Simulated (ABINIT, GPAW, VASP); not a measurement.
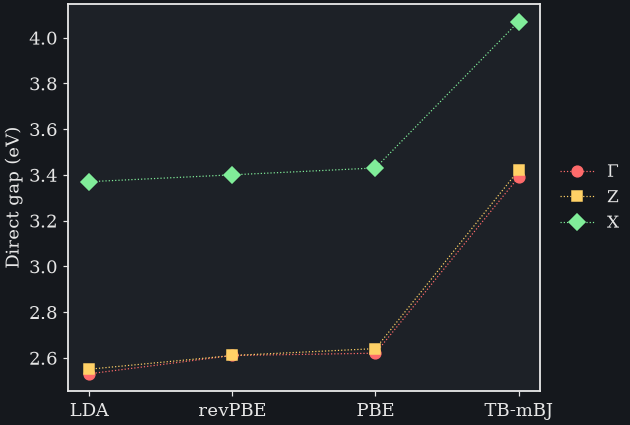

Direct gap at each named k point, by several methods on one cell of anatase TiO₂, space group I4_1/amd, 6 atoms in the primitive cell; a = 3.784 Å, c = 9.515 Å (tetragonal axes). All runs are without spin-orbit coupling and carry no moments. In reduced coordinates of the cell that was run, Z is (0.5, 0.5, −0.5) and X is (−0.5, 0.5, 0). The smallest gap is indirect or lies off these points.

> How do the methods rank at Γ?

From low to high: LDA 2.53, revPBE 2.61, PBE 2.62, TB-mBJ 3.39 eV. Too close to rank are LDA against revPBE (different programs, potentials, meshes and cutoffs) and revPBE against PBE (different programs, potentials, meshes and cutoffs).

| method | program | Γ (eV) | Z (eV) | X (eV) |
| --- | --- | --- | --- | --- |
| LDA | ABINIT | 2.53 | 2.55 | 3.37 |
| revPBE | VASP | 2.61 | 2.61 | 3.40 |
| PBE | ABINIT | 2.62 | 2.64 | 3.43 |
| TB-mBJ | GPAW | 3.39 | 3.42 | 4.07 |

Settings. LDA: PseudoDojo NC SR LDA v0.4.1 standard, 8×8×8 k mesh, 952 eV cutoff, Fermi-Dirac smearing of 0.05 eV (ABINIT 10.8.3 (patched build)). revPBE: VASP PAW PBE potentials, release 64 (Ti_sv, O), 10×10×10 k mesh, 520 eV cutoff, Fermi-Dirac smearing of 0.05 eV (VASP). PBE: PseudoDojo NC SR PBE v0.4.1 standard, 8×8×8 k mesh, 952 eV cutoff, Fermi-Dirac smearing of 0.05 eV (ABINIT). TB-mBJ: GPAW PAW data sets for LDA (gpaw-data 1.2.1), 8×8×8 k mesh, 800 eV cutoff, Fermi-Dirac smearing of 0.05 eV (GPAW 26.7.0).

These are four of the 7 methods that were run on this cell. Runs that lie over 0.07 eV from the median of the programs for their method weren't drawn. The runs come from different programs and meshes, which adds differences of its own. LDA, GGA and most meta-GGA functionals understate gaps. revPBE and TB-mBJ: the PAW data sets were made with another functional. TB-mBJ: this is a model potential built to give gaps, with no total energy. Over all k points computed the smallest gap is 2.09 eV in LDA (mesh alone), 2.13 eV in revPBE, 2.19 eV in PBE (mesh alone) and 3.01 eV in TB-mBJ (mesh alone).
